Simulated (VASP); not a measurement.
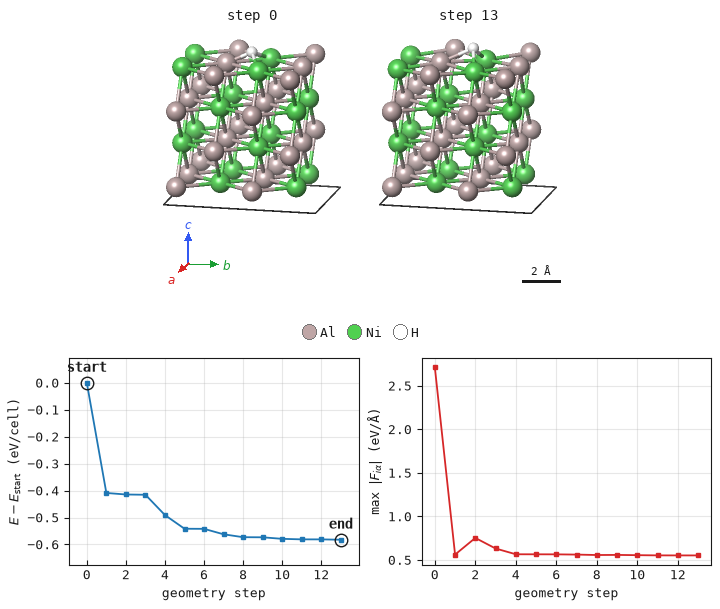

First and last geometry of a relaxation of a slab of composition Al16Ni16H, with the history of the run. Style: ball-and-stick. Shown: the cell of the calculation, outlined in the plane, without the vacuum (origin shifted), slightly off an axis.

The run lets the atoms move in a fixed cell. 16 atoms are held fixed.

All numbers below come from VASP 6.6.1, Kohn-Sham DFT of a periodic cell, RPBE, VASP PAW PBE potentials, recommended.

The input:
```
SYSTEM = Al16Ni16H
ALGO = Normal
DIPOL = 0.5 0.5 0.465
EDIFF = 1E-6
EDIFFG = -0.03
ENCUT = 450
GGA = RP
IBRION = 2
IDIPOL = 3
ISIF = 2
ISMEAR = 1
KPAR = 4
LASPH = .TRUE.
LCHARG = .FALSE.
LDIPOL = .TRUE.
LREAL = Auto
LWAVE = .FALSE.
NCORE = 2
NELM = 80
NSW = 90
PREC = Normal
SIGMA = 0.1
```

Launched with:
```bash
cat potpaw_PBE.64/Al/POTCAR potpaw_PBE.64/Ni/POTCAR potpaw_PBE.64/H/POTCAR > POTCAR
mpirun -np 8 vasp_std > vasp.out
```

Read the history and describe the run.

It converged. After 13 geometry steps the energy has fallen by 0.582 eV per cell of the calculation. Largest force component: 2.7 eV/Å at the start, 0.55 eV/Å at the end. The largest move is that of the H atom, 0.37 Å at 52° to the normal (+c side). Largest moves by element: H 0.37 Å, Ni 0.11 Å, Al 0.10 Å. The cell stays as it was. Among the contacts that change: Al–H 1.525 → 1.964 Å, Al–Ni 2.525 → 2.429 Å, Al–Ni 2.525 → 2.453 Å, Al–Ni 2.525 → 2.593 Å. Among the angles between lasting bonds that change: Al–Ni–Al 180.0° → 172.6°, Ni–H–Ni 113.7° → 106.6°, Ni–Al–Ni 180.0° → 173.3°. It ran on 8 threads of Intel(R) Xeon(R) Platinum 8488C (Sapphire Rapids) (shared host).

Limits of the set-up: an element that often carries a moment was run without spin polarisation.
